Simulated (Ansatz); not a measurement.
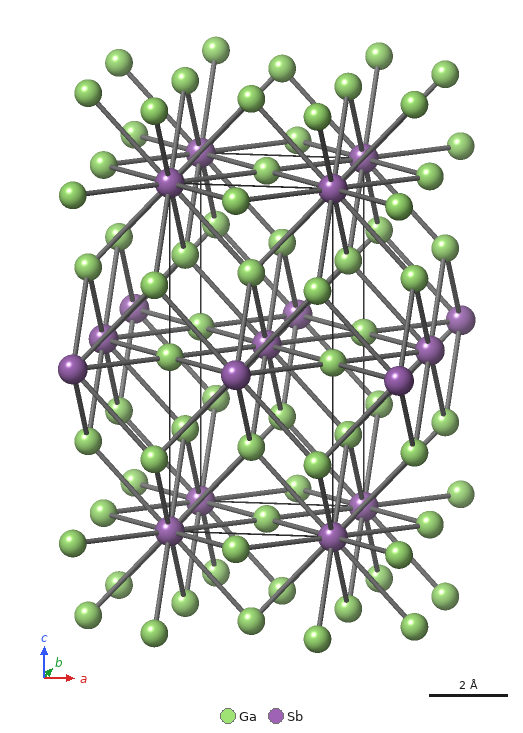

An orthographic ball-and-stick view of the structure, slightly off an axis. The edges of the conventional unit cell are marked. Every bond is drawn to its end, so some atoms lie outside the box.

Ga$_{3}$Sb, space group I4/mmm (No. 139), a = 4.26 Å, b = 4.26 Å, c = 9.09 Å, α = 90.00°, β = 90.00°, γ = 90.00°.

Computational set-up: DFT PBEsol, scalar-relativistic, plane waves, PAW in Ansatz, a kinetic-energy cutoff of 420 eV, k-points about 0.15 Å⁻¹ apart, Gaussian smearing of 0.1 eV, no spin polarisation.

What does the calculation say: metal or gapped?

Answer. A metal: bands cross the Fermi level.

What is the computed pressure?

Answer. The computed pressure is 0.0 GPa, close to zero.

Starting structure: a structure listed in the Materials Project. Earlier steps of the study may have refined or changed the cell and positions. It was the input of a calculation with Ansatz.
